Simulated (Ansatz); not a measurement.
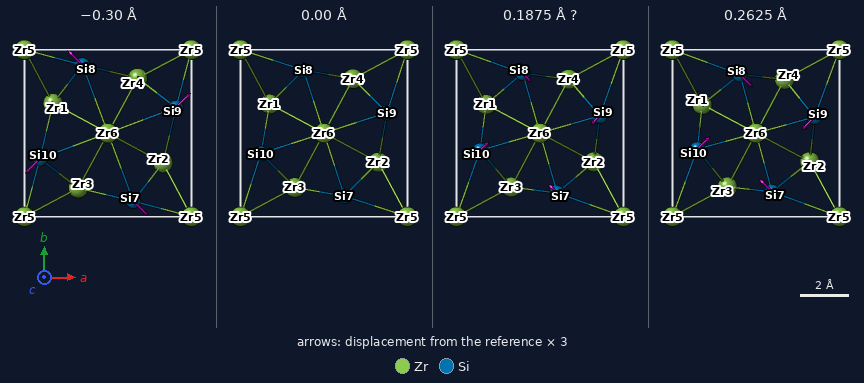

A scan of a crystal of Zr$_{3}$Si$_{2}$ (P4/mbm): a normal mode at the zone centre (one arbitrary combination within a set of 2 degenerate modes) is frozen in with the cell fixed, the amplitude being the largest displacement of an atom. Style: ball-and-stick. Shown: the cell of the calculation, along the c axis. Purple arrows: displacements from the reference.

Level of theory: DFT PBEsol, scalar-relativistic, plane waves, PAW (Ansatz 0.2.0). Set-up: plane-wave cutoff 420 eV; k-point mesh 6 × 6 × 12; occupations gaussian; smearing width 0.15 eV; no spin polarisation. Energies (free energies at the smearing named) are counted from the relaxed crystal.

```
largest displacement (Å)  E − E(ref) (eV/cell)
                 −0.3000                  2.09
                 −0.1500                  0.51
                  0.0000                  0.00
                  0.0375                  0.03
                  0.0750                  0.13
                  0.1125                  0.29
                  0.1875                     ?
                  0.2250                  1.17
                  0.2625                  1.59
```

Estimate the missing energy from the other rows, and compare with the calculation.

A straight line between the two neighbours gives 0.88 eV/cell. A cubic through the four nearest rows (0.0750, 0.1125, 0.2250, 0.2625) gives, with Lagrange weights, (−0.2000)(0.13) + (0.5000)(0.29) + (1.0000)(1.17) + (−0.3000)(1.59) = 0.81 eV/cell. The calculation gives 0.81 eV/cell, so the cubic is right to the digits shown and the straight line 0.07 eV/cell too high, as the curve bends upwards here.

The whole profile:

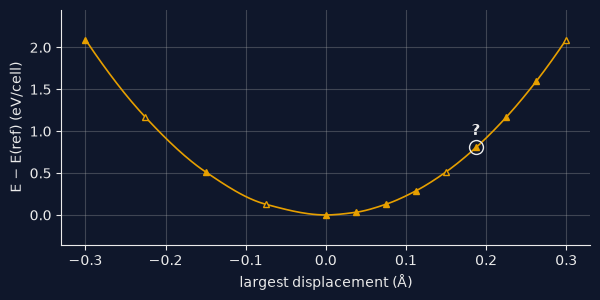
